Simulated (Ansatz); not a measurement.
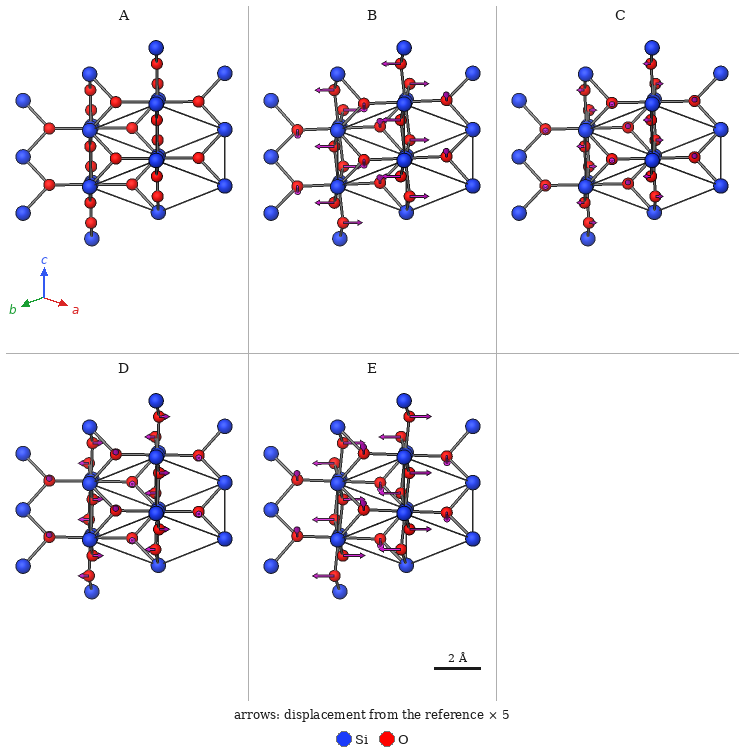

A scan of a crystal of SiO₂ (P4_2/mnm): a normal mode at the zone centre is frozen in with the cell fixed, the amplitude being the largest displacement of an atom. The picture is a ball-and-stick view of the cell of the calculation, repeated 1 × 2 × 2 with one cell outlined, seen from a free direction. Purple arrows: displacements from the reference.

Method: Ansatz 0.2.0, DFT r2SCAN, scalar-relativistic, plane waves, PAW. (plane-wave cutoff 500 eV; k-point mesh 6 × 6 × 8; occupations gaussian; smearing width 0.05 eV; no spin polarisation). Energies (free energies at the smearing named) are counted from the relaxed crystal.

> Rank the frames from lowest to highest energy.

Lowest first: A (the amplitude 0.00 Å, 0.0 meV/cell), C (the amplitude 0.075 Å, 36.6 meV/cell), D (the amplitude −0.10 Å, 66.2 meV/cell), B (the amplitude 0.175 Å, 219.7 meV/cell), E (the amplitude −0.20 Å, 297.1 meV/cell). Over the whole scan: the harmonic wavenumber of the mode is 232 cm⁻¹, a stable vibration. Of the computed points the lowest is at the amplitude 0.00 Å, 0.0 meV/cell. The end points stand at 297.1 meV/cell (−0.20 Å) and 297.1 meV/cell (0.20 Å). The well is symmetric. The distortion takes the space group from P4_2/mnm to Pnnm.
